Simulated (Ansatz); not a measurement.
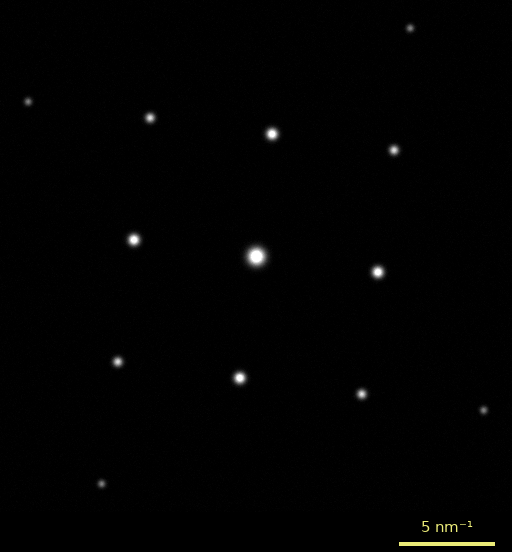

Kinematic zone-axis pattern, calculated for 200 keV electrons with B = 0.3 Å².

It belongs to C, space group Fm-3m (No. 225), a = 3.08 Å. Structure: the input geometry of an electronic-structure calculation (not necessarily at equilibrium); the starting structure was generated, so it need not be a known form of this composition.

| atom | site | symmetry | x | y | z |
| --- | --- | --- | --- | --- | --- |
| C | 4a | m-3m | 0.0000 | 0.0000 | 0.0000 |

> Which low-index zone axis gives this pattern?

The spots form a square net with both shortest vectors at d = 1.54 Å, 90.0° apart. They index as 2 0 0 and 0 2 0, so the zone axis is [001] (or an equivalent direction of <001>).
